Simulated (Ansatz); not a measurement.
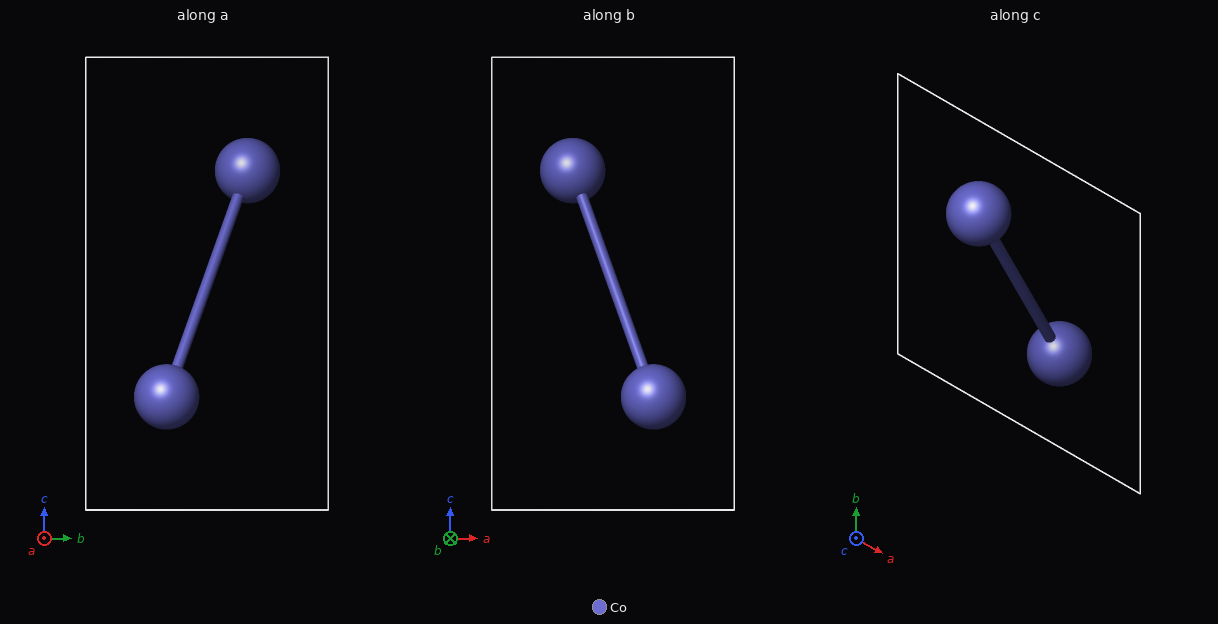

The crystal in a ball-and-stick representation, seen along the a axis, along the b axis and along the c axis. The lines enclose the conventional unit cell; boundary atoms appear with their images.

Lattice parameters: a = 2.6294 Å, b = 2.6294 Å, c = 4.2479 Å, α = 90.000°, β = 90.000°, γ = 120.000°.

> Set out the cell and atoms as a CIF with its space group and independent sites.

```cif
data_structure
_symmetry_space_group_name_H-M 'P 63/m m c'
_symmetry_Int_Tables_number 194
_cell_length_a 2.6294
_cell_length_b 2.6294
_cell_length_c 4.2479
_cell_angle_alpha 90.000
_cell_angle_beta 90.000
_cell_angle_gamma 120.000
_cell_volume 25.43
loop_
_atom_site_label
_atom_site_type_symbol
_atom_site_symmetry_multiplicity
_atom_site_Wyckoff_symbol
_atom_site_fract_x
_atom_site_fract_y
_atom_site_fract_z
_atom_site_occupancy
Co1 Co 2 d 0.3333 0.6667 0.7500 1
```

Provenance: a structure type filled with this element by a generator (whether the element takes this form wasn't checked). Earlier steps of the study may have refined or changed the cell and positions. A calculation with Ansatz used it as input.

At this level of theory the cell isn't at rest (stretched, at -16 GPa), so its distances can differ from those at equilibrium, the more so the softer the solid.
